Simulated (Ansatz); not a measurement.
System: C.

Input file:

```
crystal:
  lattice:
    - [2.4896249417, 0.0, 0.0]
    - [-1.2448124708, 2.1560784454, 0.0]
    - [0.0, 0.0, 8.2142660865]
  atoms:
    - { symbol: C, position: [-0.0295042363, -0.013218443, 0.0929365318] }
    - { symbol: C, position: [0.0295042363, 0.013218443, 0.5929365318] }
    - { symbol: C, position: [0.0295042363, 0.013218443, 0.4070634682] }
    - { symbol: C, position: [-0.0295042363, -0.013218443, 0.9070634682] }
    - { symbol: C, position: [0.3088881464, 0.6557147713, 0.155544364] }
    - { symbol: C, position: [0.6911118536, 0.3442852287, 0.655544364] }
    - { symbol: C, position: [0.3577785203, 0.6776185621, 0.344455636] }
    - { symbol: C, position: [0.6422214797, 0.3223814379, 0.844455636] }
basis:
  ecutwfc: 520.0
kpoints:
  mp_grid: { grid: [12, 12, 4] }
hamiltonian:
  xc: lda
  pseudopotentials: { kind: paw, azcp: { folder: soft_1 } }
scf:
  occupations: { method: gaussian, width: 0.05 }
output:
  forces: true
  stress: true
  eigenvalues: true
  write_density: true
  write_potential: true
  elf: true
  volumetric_format: npy
```

Command:

```sh
ansatz run input.yaml --threads 2 --pin off --max-ram 4096MiB --backend cpu --events-out ev --progress --plain --runs-dir out
```

Below, planes, directions and counts refer to the standardised cell (a = 2.49 Å, b = 4.31 Å, c = 8.21 Å, α = 90.00°, β = 90.00°, γ = 90.00°).

Space group P2₁; a point of a scan over the structure, not its minimum; not relaxed (largest force 0.4 eV/Å); PAW files of the earlier set (soft_1).

Computed with DFT LDA, scalar-relativistic, plane waves, PAW (Ansatz 0.2.0).

> What will maps of the valence pseudo-density and electron localisation function show?

C–C (1.52 Å): the density is about 1.7 e/Å³ at the midpoint; the ELF peaks at about 0.95 between the atoms; a shared electron pair.

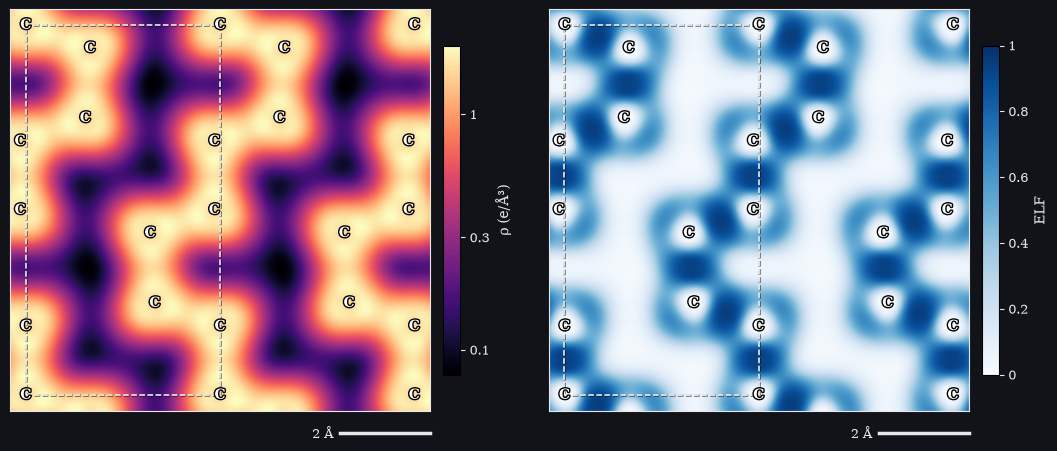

Computed valence pseudo-density and electron localisation function on the (100) plane of the standardised cell, in this order. 

The density is the valence pseudo-density of a PAW calculation; it isn't the true density close to the nuclei.
